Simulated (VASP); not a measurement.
# Zr: geometry relaxation (part 1 of 2)

Zr (P6₃/mmc, 2 atoms in the cell), computed with Kohn-Sham DFT of a periodic cell, PBEsol, VASP PAW PBE potentials, recommended, no spin polarisation (VASP 6.6.1).

The structure derives from an entry of the Crystallography Open Database.

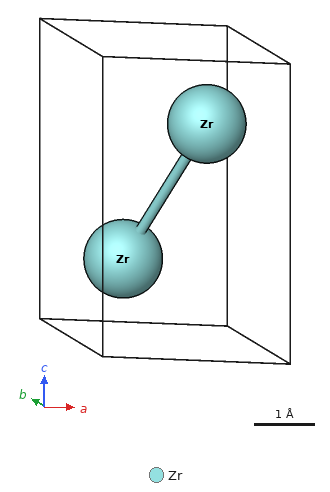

*The starting structure (ball-and-stick view of the cell of the calculation, seen slightly off an axis). An atom can appear more than once, as a periodic image.*

**Key numbers**

- outcome: converged
- space group (tolerance 0.01 Å): P6₃/mmc (194)
- electrons treated: 24
- free energy: −18.1441 eV
- gap on the k-point mesh: none (metallic)
- pressure: −3.66 GPa
- final volume: 46.75 Å³
- largest force (length of the vector) at the end: under 0.001 eV/Å
- final cell: a = 3.232 Å, b = 3.232 Å, c = 5.169 Å, α = 90.00°, β = 90.00°, γ = 120.00°
- hardware: 1 thread of Intel Xeon (Sapphire Rapids), 192 GiB of memory available, shared host
- wall time: 2.7 min
- peak memory: 0.23 GiB

**INCAR**
```
ALGO     = Normal         # electronic algorithm
EDIFF    = 1E-7           # SCF threshold, eV
EDIFFG   = -0.01          # ionic threshold
ENCUT    = 600            # plane-wave cutoff, eV
GGA      = PS             # functional
IBRION   = 2              # ionic algorithm
ISIF     = 4              # what is computed and relaxed
ISMEAR   = 1              # smearing method
LASPH    = True           # aspherical terms in the spheres
LCHARG   = False          # write CHGCAR
LREAL    = False          # projectors in reciprocal space
LWAVE    = False          # write WAVECAR
NELM     = 80             # most SCF steps
NSW      = 40             # ionic steps
PREC     = Accurate       # precision mode
SIGMA    = 0.1            # smearing width, eV
```

**KPOINTS**
```
k-points
0
Gamma
  15 15 7
```

**POSCAR**
```
Zr                                      
1.0
    3.2279631404     -0.0000000000      0.0000000000
   -1.6139815703      2.7954980820      0.0000000000
    0.0000000000     -0.0000000000      5.1812749148
  Zr            
     2
Direct
     0.3333333332999970    0.6666666667000030    0.2500000000000000
     0.6666666667000030    0.3333333332999970    0.7500000000000000
```

Launched with:
```bash
cat potpaw_PBE.64/Zr_sv/POTCAR > POTCAR
mpirun -np 1 vasp_std > vasp.out
```

**OSZICAR**
```
N       E                     dE             d eps       ncg     rms          rms(c)
DAV:   1     0.237493415187E+03    0.23749E+03   -0.14518E+04  3456   0.165E+03
DAV:   2    -0.357966452309E+01   -0.24107E+03   -0.23893E+03  4360   0.438E+02
DAV:   3    -0.186682440123E+02   -0.15089E+02   -0.14969E+02  6608   0.837E+01
DAV:   4    -0.189797245427E+02   -0.31148E+00   -0.31137E+00  3688   0.130E+01
DAV:   5    -0.189891575751E+02   -0.94330E-02   -0.94331E-02  5632   0.147E+00    0.149E+01
DAV:   6    -0.182844179850E+02    0.70474E+00   -0.10829E+00  3632   0.895E+00    0.585E+00
DAV:   7    -0.181404757141E+02    0.14394E+00   -0.69250E-01  5072   0.615E+00    0.115E+00
DAV:   8    -0.181437683780E+02   -0.32927E-02   -0.36668E-02  4576   0.171E+00    0.299E-01
DAV:   9    -0.181440532575E+02   -0.28488E-03   -0.20318E-03  4312   0.472E-01    0.295E-02
DAV:  10    -0.181440246862E+02    0.28571E-04   -0.62702E-05  5392   0.495E-02    0.236E-02
DAV:  11    -0.181440271071E+02   -0.24208E-05   -0.95397E-06  3784   0.415E-02    0.224E-03
DAV:  12    -0.181440271120E+02   -0.49113E-08   -0.38470E-07  3928   0.489E-03
   1 F= -.18144027E+02 E0= -.18144213E+02  d E =-.181440E+02
       N       E                     dE             d eps       ncg     rms          rms(c)
DAV:   1    -0.181447464284E+02   -0.71932E-03   -0.39664E-02  3480   0.187E+00    0.139E-01
DAV:   2    -0.181442708407E+02    0.47559E-03   -0.12187E-03  4048   0.278E-01    0.663E-02
DAV:   3    -0.181441304002E+02    0.14044E-03   -0.56652E-04  4752   0.171E-01    0.111E-02
DAV:   4    -0.181441310275E+02   -0.62734E-06   -0.92520E-06  3952   0.294E-02    0.512E-03
DAV:   5    -0.181441313970E+02   -0.36952E-06   -0.52141E-07  4632   0.635E-03    0.422E-04
DAV:   6    -0.181441313737E+02    0.23369E-07   -0.13322E-08  2296   0.113E-03
   2 F= -.18144131E+02 E0= -.18144337E+02  d E =-.104262E-03
       N       E                     dE             d eps       ncg     rms          rms(c)
DAV:   1    -0.181442855414E+02   -0.15414E-03   -0.90449E-03  3472   0.893E-01    0.663E-02
DAV:   2    -0.181441773493E+02    0.10819E-03   -0.27718E-04  4048   0.133E-01    0.317E-02
DAV:   3    -0.181441453806E+02    0.31969E-04   -0.12941E-04  4736   0.819E-02    0.530E-03
DAV:   4    -0.181441454936E+02   -0.11303E-06   -0.21132E-06  3912   0.141E-02    0.245E-03
DAV:   5    -0.181441456330E+02   -0.13945E-06   -0.10995E-07  2984   0.303E-03    0.198E-04
DAV:   6    -0.181441456239E+02    0.91181E-08   -0.81775E-09  2080   0.833E-04
   3 F= -.18144146E+02 E0= -.18144360E+02  d E =-.118512E-03
```

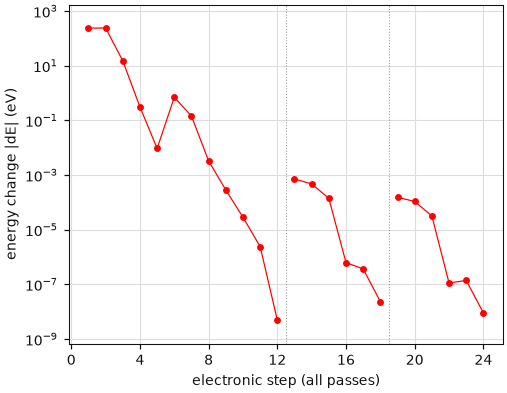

*Convergence of the self-consistent field: energy change |dE| against the electronic step. Each stretch between dotted lines is the SCF of one geometry step of a relaxation.*

The 3 ionic steps take 6 to 12 electronic steps each. The density is held fixed in the first few steps, and dE rises again when its update begins.

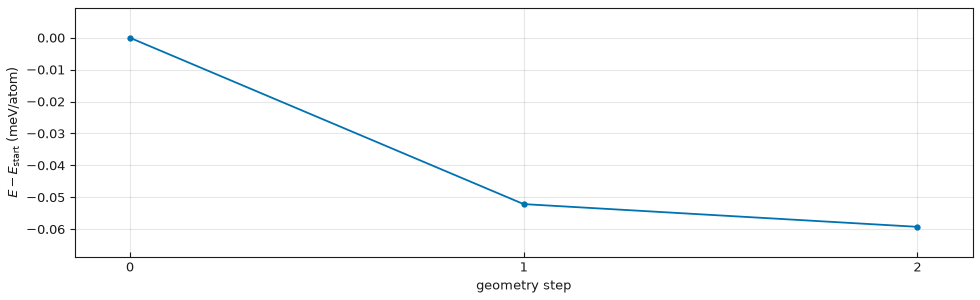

*Progress of the relaxation, step by step (steps are counted from 0).*

The atoms keep their places relative to the cell (all moves are under 0.005 Å). The space group stays P6_3/mmc (No. 194). The energy falls by 0.1 meV per atom in 2 geometry steps. All forces vanish by symmetry, so only the cell relaxes. (Atoms are counted from 1 in the order of the input.)

**Parts of OUTCAR**
```
EDIFF = 1E-7
   EDIFFG = -0.01
   ENCUT = 600
   GGA = PS
   IBRION = 2
   ISIF = 4
   ISMEAR = 1
   LASPH = True
   LREAL = False
   NELM = 80
   NSW = 40
   PREC = Accurate

 ion  position               nearest neighbor table
   1  0.333  0.667  0.250-   2 3.19   2 3.19   2 3.19   2 3.19   2 3.19   2 3.19
   2  0.667  0.333  0.750-   1 3.19   1 3.19   1 3.19   1 3.19   1 3.19   1 3.19

  LATTYP: Found a hexagonal cell.
 ALAT       =     3.2279631404
 C/A-ratio  =     1.6051220815

  Lattice vectors:

 A1 = (   3.2279631404,   0.0000000000,   0.0000000000)
 A2 = (  -1.6139815703,   2.7954980820,   0.0000000000)
 A3 = (   0.0000000000,   0.0000000000,   5.1812749148)

Analysis of symmetry for initial positions (statically):
=====================================================================
 Subroutine PRICEL returns:
 Original cell was already a primitive cell.

 Routine SETGRP: Setting up the symmetry group for a
 hexagonal supercell.

 Subroutine GETGRP returns: Found 24 space group operations
 (whereof 12 operations were pure point group operations)
 out of a pool of 24 trial point group operations.

The static configuration has the point symmetry D_3d.
 The point group associated with its full space group is D_6h.

Analysis of symmetry for dynamics (positions and initial velocities):
=====================================================================
 Subroutine PRICEL returns:
 Original cell was already a primitive cell.

 Routine SETGRP: Setting up the symmetry group for a
 hexagonal supercell.

 Subroutine GETGRP returns: Found 24 space group operations
 (whereof 12 operations were pure point group operations)
 out of a pool of 24 trial point group operations.

The dynamic configuration has the point symmetry D_3d.
 The point group associated with its full space group is D_6h.

 Subroutine INISYM returns: Found 24 space group operations
 (whereof 12 operations are pure point group operations),
 and found     1 'primitive' translations

----------------------------------------------------------------------------------------

                                     Primitive cell

  volume of cell :      46.7546

  direct lattice vectors                    reciprocal lattice vectors
     3.227963140  0.000000000  0.000000000     0.309792881  0.178859003  0.000000000
    -1.613981570  2.795498082  0.000000000     0.000000000  0.357718006  0.000000000
     0.000000000  0.000000000  5.181274915     0.000000000  0.000000000  0.193002691

  length of vectors
     3.227963140  3.227963140  5.181274915     0.357718006  0.357718006  0.193002691

  position of ions in fractional coordinates (direct lattice)
     0.333333333  0.666666667  0.250000000
     0.666666667  0.333333333  0.750000000

  ion indices of the primitive-cell ions
   primitive index   ion index
                 1           1
                 2           2

----------------------------------------------------------------------------------------

 KPOINTS: k-points

Automatic generation of k-mesh.
 Grid dimensions read from file:
 generate k-points for:   15   15    7

 Generating k-lattice:

  Cartesian coordinates                     Fractional coordinates (reciprocal lattice)
     0.020652859  0.011923934  0.000000000     0.066666667  0.000000000  0.000000000
     0.000000000  0.023847867  0.000000000     0.000000000  0.066666667  0.000000000
     0.000000000  0.000000000  0.027571813     0.000000000  0.000000000  0.142857143

  Length of vectors
     0.023847867  0.023847867  0.027571813

  Shift w.r.t. Gamma in fractional coordinates (k-lattice)
     0.000000000  0.000000000  0.000000000

 Subroutine IBZKPT returns following result:
 ===========================================

 Found    108 irreducible k-points:

 Following reciprocal coordinates:
            Coordinates               Weight
  0.000000  0.000000  0.000000      1.000000
  0.066667  0.000000  0.000000      6.000000
  0.133333  0.000000  0.000000      6.000000
  0.200000  0.000000  0.000000      6.000000
  0.266667  0.000000  0.000000      6.000000
  0.333333  0.000000  0.000000      6.000000
  0.400000  0.000000  0.000000      6.000000
  0.466667  0.000000  0.000000      6.000000
  0.066667  0.066667  0.000000      6.000000
  0.133333  0.066667  0.000000     12.000000
  0.200000  0.066667  0.000000     12.000000
  0.266667  0.066667  0.000000     12.000000
  0.333333  0.066667  0.000000     12.000000
  0.400000  0.066667  0.000000     12.000000
  0.466667  0.066667  0.000000      6.000000
  0.133333  0.133333  0.000000      6.000000
  0.200000  0.133333  0.000000     12.000000
  0.266667  0.133333  0.000000     12.000000
  0.333333  0.133333  0.000000     12.000000
  0.400000  0.133333  0.000000     12.000000
  0.200000  0.200000  0.000000      6.000000
  0.266667  0.200000  0.000000     12.000000
  0.333333  0.200000  0.000000     12.000000
  0.400000  0.200000  0.000000      6.000000
 [... further k-points ...]
   k-points           NKPTS =    108   k-points in BZ     NKDIM =    108   number of bands    NBANDS=     16
   number of dos      NEDOS =    301   number of ions     NIONS =      2
   total plane-waves  NPLWV =  32928
   dimension x,y,z NGX =    28 NGY =   28 NGZ =   42
   dimension x,y,z NGXF=    56 NGYF=   56 NGZF=   84
   ions per type =               2
   NGX,Y,Z   is equivalent  to a cutoff of  14.42, 14.42, 13.48 a.u.
   NGXF,Y,Z  is equivalent  to a cutoff of  28.84, 28.84, 26.95 a.u.
 SYSTEM =  unknown system
   PREC   = accura    normal or accurate (medium, high low for compatibility)
   ISTART =      0    job   : 0-new  1-cont  2-samecut
   ICHARG =      2    charge: 1-file 2-atom 10-const
   ISPIN  =      1    spin polarized calculation?
   LNONCOLLINEAR =      F non collinear calculations
   LSORBIT =      F    spin-orbit coupling
   LASPH  =      T    aspherical Exc in radial PAW
   ENCUT  =  600.0 eV  44.10 Ry    6.64 a.u.   6.45  6.45 10.35*2*pi/ulx,y,z
   NELM   =     80;   NELMIN=  2; NELMDL= -5     # of ELM steps
   EDIFF  = 0.1E-06   stopping-criterion for ELM
   LREAL  =      F    real-space projection
   EDIFFG = -.1E-01   stopping-criterion for IOM
   NSW    =     40    number of steps for IOM
   IBRION =      2    ionic relax: 0-MD 1-quasi-New 2-CG
   NFREE  =      1    steps in history (QN), initial steepest desc. (CG)
   ISIF   =      4    stress and relaxation
   ISYM   =      2    0-nonsym 1-usesym 2-fastsym
   POTIM  = 0.5000    time-step for ionic-motion
   TEBEG  =    0.0;   TEEND  =   0.0 temperature during run
   PSTRESS=    0.0 pullay stress
   NELECT =      24.0000    total number of electrons
   NUPDOWN=      -1.0000    fix difference up-down
   EMIN   =  10.00;   EMAX   =-10.00  energy-range for DOS
   EFERMI =   0.00;   METHOD = LEGACY
   ISMEAR =     1;   SIGMA  =   0.10  broadening in eV -4-tet -1-fermi 0-gaus
   EFERMI_NEDOS =   21; number of points for ismear=-14 and -15
   IALGO  =     38    algorithm
   IMIX   =      4    mixing-type and parameters
     AMIX     =   0.40;   BMIX     =  1.00
     AMIX_MAG =   1.60;   BMIX_MAG =  1.00
  volume/ion in A,a.u.               =      23.38       157.76
  Fermi-wavevector in a.u.,A,eV,Ry     =   1.310802  2.477057 23.377558  1.718202
  Thomas-Fermi vector in A             =   2.441307
   LORBIT       =      0    0 simple, 1 ext, 2 COOP (PROOUT), +10 PAW based schemes
   GGA     = PS    functional components
   LHFCALC =     F    Hartree Fock is set to
   AEXX    =    0.0000 exact exchange contribution
   IVDW    =     0    specifies the selected vdW correction
   LEPSILON=     F    determine dielectric tensor
   LRPA    =     F    only Hartree local field effects (RPA)
 conjugate gradient relaxation of ions
 non-spin polarized calculation
 Methfessel and Paxton  Order N= 1 SIGMA  =   0.10
  energy-cutoff  :      600.00
  volume of cell :       46.75
 maximum number of plane-waves:      1581
 NGX is ok and might be reduce to    28
```
